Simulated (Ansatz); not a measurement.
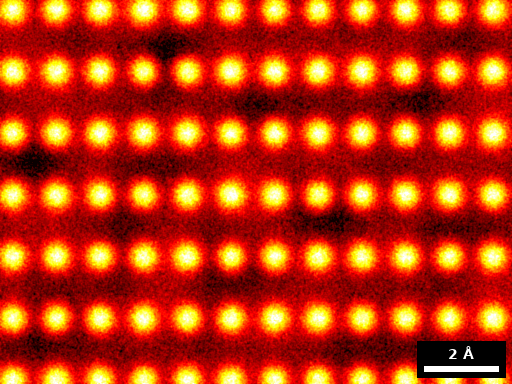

Dark-field STEM-like image of C (Im-3m, No. 229). Simulation: incoherent imaging, intensity Z^1.7 per atom, probe width 0.57 Å, thin sample. The probe carries 25 % of its weight in a tail 2.5 times as wide. The display is stretched by a gamma of 0.65; percentages refer to the linear signal. Shot noise and the speckle of an amorphous layer were added. Model: the end point of a relaxation with DFT, r2SCAN, plane waves (500 eV) with PAW, scalar-relativistic (Ansatz); the starting structure was generated, so it need not be a known form of this composition.

```cif
data_structure
_symmetry_space_group_name_H-M 'Im-3m'
_symmetry_Int_Tables_number 229
_cell_length_a 2.3880
_cell_length_b 2.3880
_cell_length_c 2.3880
_cell_angle_alpha 90.000
_cell_angle_beta 90.000
_cell_angle_gamma 90.000
_cell_volume 13.62
loop_
_atom_site_label
_atom_site_type_symbol
_atom_site_symmetry_multiplicity
_atom_site_Wyckoff_symbol
_atom_site_fract_x
_atom_site_fract_y
_atom_site_fract_z
_atom_site_occupancy
C1 C 2 a 0.00000 0.00000 0.00000 1
```

Along which zone axis is the crystal seen: [110], [111] or [211]? (Directions equivalent by symmetry count as one.)

[110]. The projected cells are 1.19 × 1.69 Å, 90° for [110]; 1.95 × 1.95 Å, 120° for [111]; 0.69 × 1.69 Å, 90° for [211], and the image repeats as the [110] one does.
